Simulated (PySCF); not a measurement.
# Excited-state calculation, with input and output: C3H6O

System: C3H6O (acetone), SMILES CC(C)=O.
Method: TDDFT wB97X-D/def2-SVPD, vertical, IEF-PCM cyclohexane (non-equilibrium linear response), core orbitals frozen in the response (PySCF 2.14.0).

The geometry comes from this level: PBE0-D3(BJ)/def2-SVP. It belongs to a series of runs on one base structure; here: solvent cyclohexane.

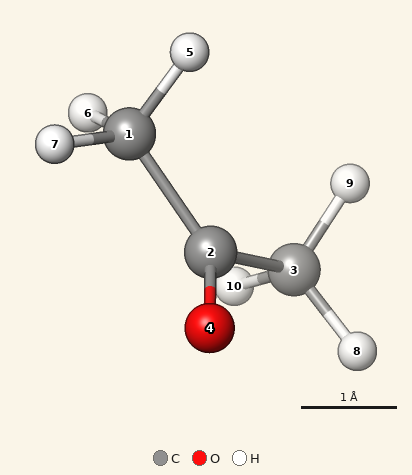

**Figure 1.** The structure as given in the input (ball-and-stick view, seen at a tilt; atoms are numbered from 1 in the order of the input). Bond lengths as drawn: C–C 1.51 Å, C–H 1.10 Å and C–O 1.21 Å.

The input
```
{"job": {"kind": "uv", "xc": "wB97X-D", "basis": "def2-SVPD", "solvent": "cyclohexane", "nstates": 6, "ntriplets": 0}, "charge": 0, "multiplicity": 1}
C      1.274912    -0.239518    -0.040852
C      0.036127     0.619784    -0.145187
C     -1.284547    -0.072245     0.094106
O      0.102044     1.798671    -0.394388
H      1.504566    -0.404882     1.025103
H      1.128783    -1.229990    -0.496951
H      2.125190     0.276279    -0.504598
H     -2.093129     0.668519     0.124067
H     -1.262277    -0.648697     1.032151
H     -1.477563    -0.791741    -0.718229
```

The first line tells a small driver script what to run in PySCF; the rest is the geometry in Å.

Machine: 1 CPU thread, shared host.

Run as:
```bash
OMP_NUM_THREADS=1 python <driver script> task.json out
```

The program's output
```
coarse grid: 8064 points
cycle   1  E = -192.8030044909  dE =  4.316e-01  |g| = 7.785e-01  |ddm| = 3.684e+00
cycle   2  E = -192.6666707139  dE =  1.363e-01  |g| = 1.202e+00  |ddm| = 1.587e+00
cycle   3  E = -192.9297024395  dE = -2.630e-01  |g| = 5.159e-02  |ddm| = 9.464e-01
cycle   4  E = -192.9303224596  dE = -6.200e-04  |g| = 2.653e-02  |ddm| = 1.126e-01
cycle   5  E = -192.9304986655  dE = -1.762e-04  |g| = 5.311e-03  |ddm| = 4.676e-02
cycle   6  E = -192.9305083670  dE = -9.702e-06  |g| = 1.353e-03  |ddm| = 1.396e-02
final grid: 77064 points
cycle   7  E = -192.9652372807  dE = -6.266e-05  |g| = 3.080e-03  |ddm| = 8.530e-02
cycle   8  E = -192.9652393556  dE = -2.075e-06  |g| = 1.985e-03  |ddm| = 1.363e-02
cycle   9  E = -192.9652401647  dE = -8.091e-07  |g| = 8.448e-04  |ddm| = 2.941e-03
cycle  10  E = -192.9652402932  dE = -1.285e-07  |g| = 3.417e-04  |ddm| = 1.401e-03
cycle  11  E = -192.9652403233  dE = -3.001e-08  |g| = 5.454e-05  |ddm| = 5.214e-04
cycle  12  E = -192.9652403246  dE = -1.387e-09  |g| = 1.096e-05  |ddm| = 1.529e-04
cycle  13  E = -192.9652403247  dE = -6.850e-11  |g| = 1.893e-06  |ddm| = 3.681e-05
```

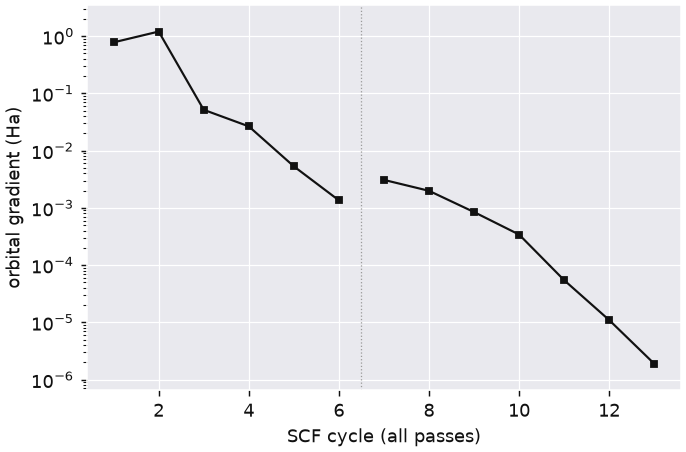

**Figure 2.** Convergence of the self-consistent field: orbital gradient against the SCF cycle. The dotted line marks the change from a coarse to the final integration grid. The first 6 cycles use a coarse grid, the final grid takes over at cycle 7, and the field converges after 13 cycles in all.

```
converged SCF energy = -192.9652403247

Static polarisability (au): isotropic 45.723, principal 37.347 48.709 51.112

Singlet excitations
state   eV       nm        f      main configurations
  1   4.5771    270.9   0.00000   H->L 0.98
  2   7.3813    168.0   0.04495   H->L+1 0.89, H->L+3 0.09
  3   8.5880    144.4   0.02525   H-2->L 0.71, H-1->L 0.14, H->L+2 0.10
  4   8.6740    142.9   0.10192   H->L+2 0.45, H-2->L 0.24, H-1->L 0.23
  5   8.7785    141.2   0.00128   H->L+3 0.85
  6   9.0197    137.5   0.00191   H-4->L 0.69, H-3->L 0.22
```

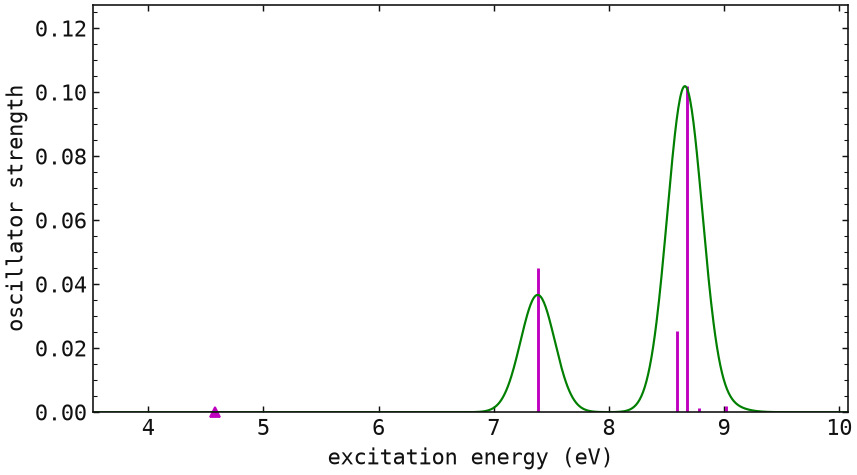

**Figure 3.** Computed excitations as sticks (degenerate states added up, dark ones marked on the axis), with a Gaussian envelope of 0.35 eV full width at half maximum, scaled to the tallest. Of the 6 states the lowest lies at 4.58 eV (f = 0.000); the strongest line is at 8.67 eV, or 143 nm (f = 0.102).

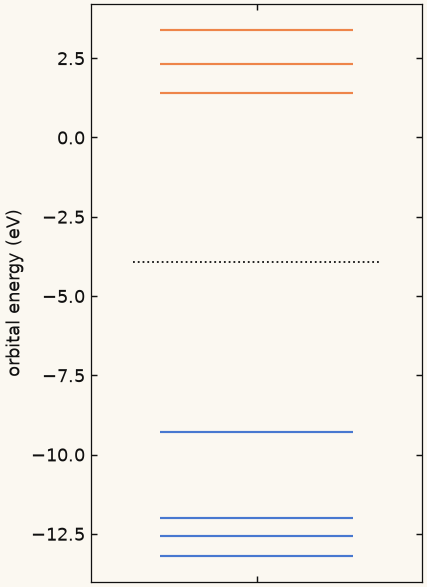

**Figure 4.** Orbital energies near the frontier; the dotted line parts filled from empty levels, and levels within 0.02 eV of each other stand side by side. Highest filled −9.29 eV, lowest empty 1.41 eV, 10.70 eV apart.

Summary

```tsv
quantity	value
outcome	converged
total energy	−192.965240 hartree
HOMO	−9.29 eV
LUMO	1.41 eV
dipole moment	3.55 D
mean polarisability	45.72 a.u.
lowest excitation	4.58 eV
wall time	20 s
peak memory	0.6 GiB
```
